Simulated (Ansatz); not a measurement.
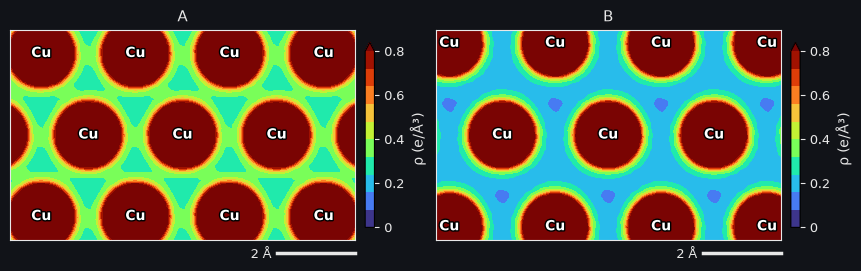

Cu. The valence charge density (pseudo) of two cells that differ in size and shape, on the (001) plane of each (indices in the axes of the calculation cell), at one length scale and on one colour scale; one has 11.0 and the other 12.8 Å³ an atom.

Space group P6₃/mmc; a structure from a database of computed crystals, not necessarily the ambient phase; computed without spin polarisation.

Level of theory: DFT r2SCAN, scalar-relativistic, plane waves, PAW in Ansatz.

Question: Which panel shows the smaller cell, and what does the compression change?

Answer: Panel A is the smaller cell, by 14 % in volume. From the larger cell to the smaller, Cu–Cu goes from 2.74 to 2.43 Å, and the density at its midpoint from 0.21 to 0.35 e/Å³; the pressure goes from −12 to 9 GPa.
